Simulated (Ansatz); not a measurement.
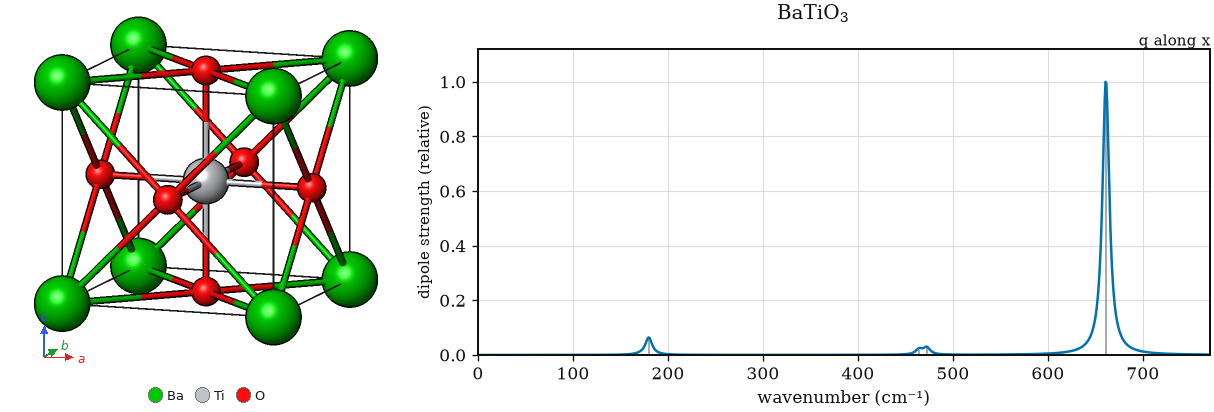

**Figure.** Polar optical modes, transverse and longitudinal, approaching the zone centre along x for BaTiO₃, space group Pm-3m (No. 221) (cell built by us, not taken from a database). Lines are broadened by Lorentzians of 8.8 cm⁻¹ full width; the spectrum is scaled to its strongest line. Modes with imaginary frequency are left out of the spectrum. The conventional cell is drawn beside the plot.

Imaginary modes appear, the softest at 226.5i cm⁻¹, so the structure is dynamically unstable. The transverse (TO, twofold) lines lie at 179.8 and the longitudinal (LO) ones at 661.1 cm⁻¹, the same along x, y and z by the cubic symmetry.

Calculation (Ansatz 0.2.0): optical phonons of an insulator on the approach to the zone centre along x, y and z with the field of polar modes, imaginary frequencies are negative, field response on a mesh refined by the program; plane waves with PAW datasets. Level: r2SCAN, no spin polarisation.

```tsv
setting	value
wave cutoff	500 eV
k mesh	8×8×8
occupations	fixed
pressure	0 GPa
```

The given structure:
```xyz
5
Lattice="3.9943 0.0000 0.0000 0.0000 3.9943 0.0000 0.0000 0.0000 3.9943" Properties=species:S:1:pos:R:3 pbc="T T T"
Ba    0.0000    0.0000    0.0000
Ti    1.9971    1.9971    1.9971
O     1.9971    1.9971    0.0000
O     1.9971    0.0000    1.9971
O     0.0000    1.9971    1.9971
```
